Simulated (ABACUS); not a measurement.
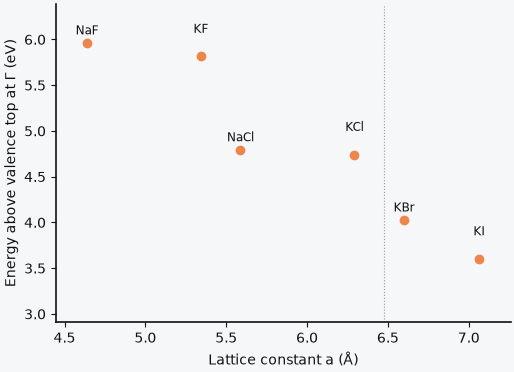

Lowest conduction level at Γ, counted from the valence-band top at Γ, for seven rocksalt crystals against the lattice constant, each in its database cell. All by ABACUS with LDA, without spin-orbit coupling, no moments; potentials: PseudoDojo NC SR 0.4.1 LDA stringent (NaF, KF, NaCl and NaI); PseudoDojo NC SR 0.4.1 LDA standard (KCl); GBRV ultrasoft 1.5 LDA (KBr and KI).

| compound | a (Å) | k mesh | Γ (eV) |
| --- | --- | --- | --- |
| NaF | 4.640 | 8×8×8 | 5.96 |
| KF | 5.344 | 7×7×7 | 5.81 |
| NaCl | 5.588 | 6×6×6 | 4.80 |
| KCl | 6.293 | 6×6×6 | 4.74 |
| KBr | 6.600 | 6×6×6 | 4.03 |
| KI | 7.066 | 6×6×6 | 3.60 |

> NaI (a = 6.473 Å, dotted line) is left out. Estimate its value at Γ.

A straight line through the other values at Γ gives 4.27 eV. The run gives 3.33 eV at Γ, so the line misses by 0.94 eV: a straight line in the lattice constant doesn't capture this level.

> Does the value at Γ follow the lattice constant?

Loosely: it tends to fall by about 1.1 eV per Å (correlation −0.91). More than one element changes from compound to compound, so size isn't the only cause. The lowest value is 3.33 eV (NaI) and the highest 5.96 eV (NaF).

LDA, GGA and most meta-GGA functionals understate gaps. Spin-orbit coupling is left out, which matters for I and Br. NaCl: the cell is a database's computed one. The cells are as the databases list them, so they lie at different pressures for this functional.
